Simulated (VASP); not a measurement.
# NaCl: Na into a neighbouring Na vacancy, part 4 of 6

Wanted: the minimum-energy path in NaCl for this move: Na into a neighbouring Na vacancy. The start is a computed cell from the Materials Project.

VASP 6.6.1; PBEsol; plane waves and PAW (Cl, Na).

So far. Step 2 (Relax the host): The run ended after 3 ionic steps, 0.001 eV below its first step, once forces and stress met EDIFFG = -0.02. Step 3 (Relax the start): The run ended after 7 ionic steps, 0.261 eV below its first step, once the forces on the free atoms met EDIFFG = -0.05.

### 4. Relax the end (continued)

Relaxation path:

```tsv
step	energy less that of the first step (eV)	largest force (eV/Å)
1	0.0000	0.4092
2	-0.0888	0.3448
3	-0.2401	0.1826
4	-0.1717	0.3782
5	-0.2734	0.1252
6	-0.2734	0.1319
7	-0.2881	0.1057
8	-0.3069	0.0478
```

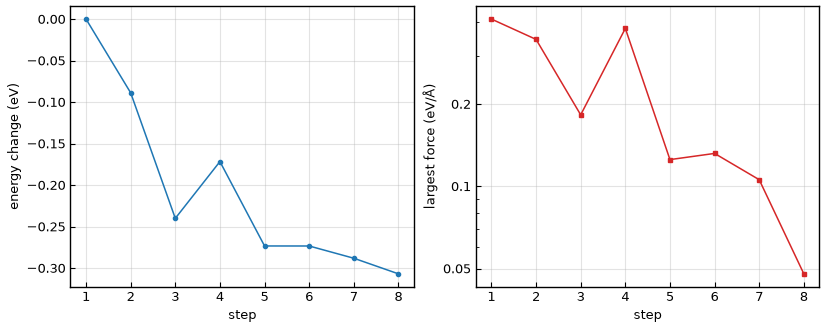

Energy and largest force along the relaxation.

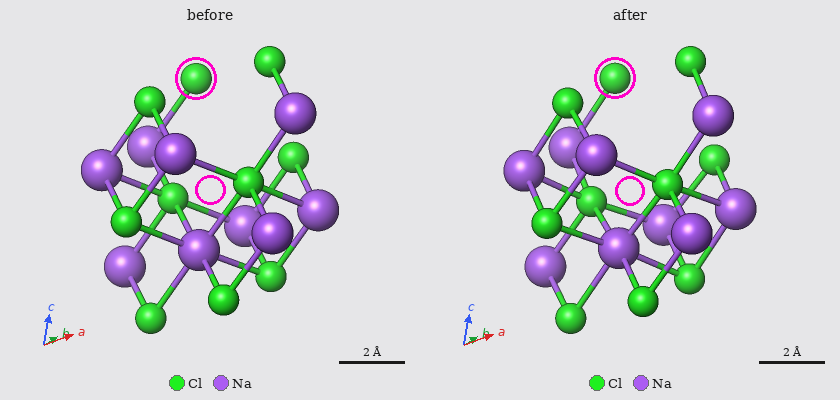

Before and after: the atoms that start within 5 Å of the centre. Cl20, which moves most, is ringed if it is among them. A ring with no atom in it marks the empty centre.

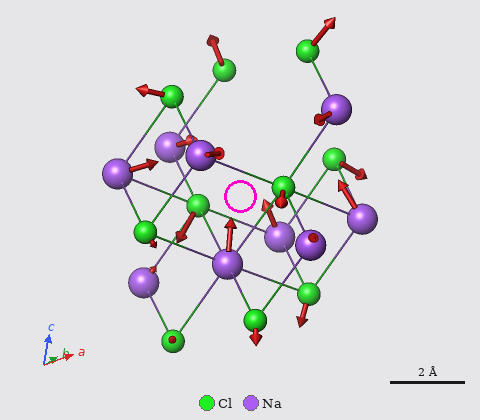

Displacements in the relaxation near the centre, exaggerated; the longest in the cell stands for 0.11 Å. A ring marks the centre wherever it is empty.

The atoms that moved most (Å):

```tsv
atom	dx	dy	dz	length
Cl20	0.109	0.008	-0.001	0.109
Cl8	-0.010	0.091	-0.001	0.092
Cl19	0.004	-0.090	0.013	0.091
Cl1	0.001	-0.013	0.086	0.087
Na47	-0.052	-0.036	0.056	0.084
Na37	-0.002	-0.068	-0.049	0.084
Na31	-0.058	0.005	-0.061	0.084
Na34	0.048	-0.002	0.069	0.084
```

This step gave:

```
electronic cycles              : 92
free energy (TOTEN)            : -183.6314 eV
Fermi energy                   : -0.0128 eV
gap on the k-mesh              : 4.980 eV
least direct gap on the k-mesh : 4.980 eV
```

The run ended after 8 ionic steps, 0.307 eV below its first step, once the forces on the free atoms met EDIFFG = -0.05.

(Part 4 of 6 ends here.)

[Lines on the potential files, build, host, timing and source positions are cut from VASP's logs without a mark.]

[Logs are printed without paths, hosts, clocks, repeated set-up lines and the standing remarks that a program may print on its own settings, such as how far it seeks lower states.]

[Hosts, paths, dates, database ids (printed as entryN), source tags and the programs' standing remarks are cut or masked in the printed files.]

[Runs that stopped without an error message from VASP are left out.]
